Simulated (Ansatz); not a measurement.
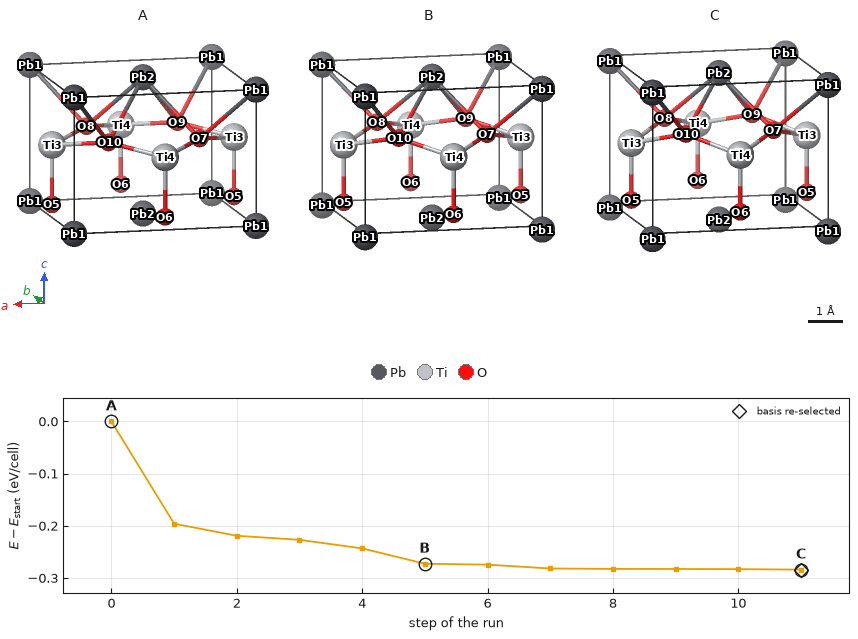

Frames of a relaxation of a crystal of TiPbO3 (set up in P4mm), marked on the history of the run. The picture is a ball-and-stick view of the cell of the calculation, seen slightly off an axis.

The start is a measured structure.

Method: DFT, PAW plane waves, r2SCAN in Ansatz. (plane-wave cutoff 500 eV; k-point mesh 4 × 4 × 6; occupations gaussian; smearing width 0.0136 eV; collinear spin; cell and atoms relaxed; at most 80 steps)

### What happens along the run?

The largest moves relative to the cell, 0.17 Å, are those of Pb1 and Pb2. Pb1 goes along −c. By element the largest moves are Pb 0.17 Å, O 0.12 Å, Ti 0.10 Å. The drawn cell changes at constant volume: a = b 5.635 → 5.435 Å (−3.5 %), c 4.169 → 4.481 Å (+7.5 %). Near-neighbour distances that change, for instance: Ti3–O5 2.349 → 2.740 Å, Pb1–O10 2.609 → 2.477 Å, Ti3–O5 (another image) 1.820 → 1.741 Å, Ti3–O10 2.010 → 1.976 Å. Among the angles between lasting bonds that change: Ti3–O7–Ti4 164.9° → 153.1°, O7–Ti3–O8 164.9° → 153.1°, O5–Ti3–O7 97.6° → 103.5°. The space group stays P4mm (No. 99). Over 10 accepted moves (11 points after the start) the energy falls by 0.284 eV per cell of the calculation. The largest force component goes from 0.61 to 0.0012 eV/Å. The pressure goes from −8.70 to 0.02 GPa. The SCF was repeated once at an unchanged geometry on a basis and grid sized afresh for the cell, which shifted the energy by 0.9 meV per cell of the calculation at most. From step 0 to 5: Pb atoms move most (0.11 Å), volume −2.4 %, energy −0.273 eV per cell of the calculation. From step 5 to 11: Pb and O atoms move most (0.05 Å), volume +2.4 %, energy −11.3 meV per cell of the calculation.
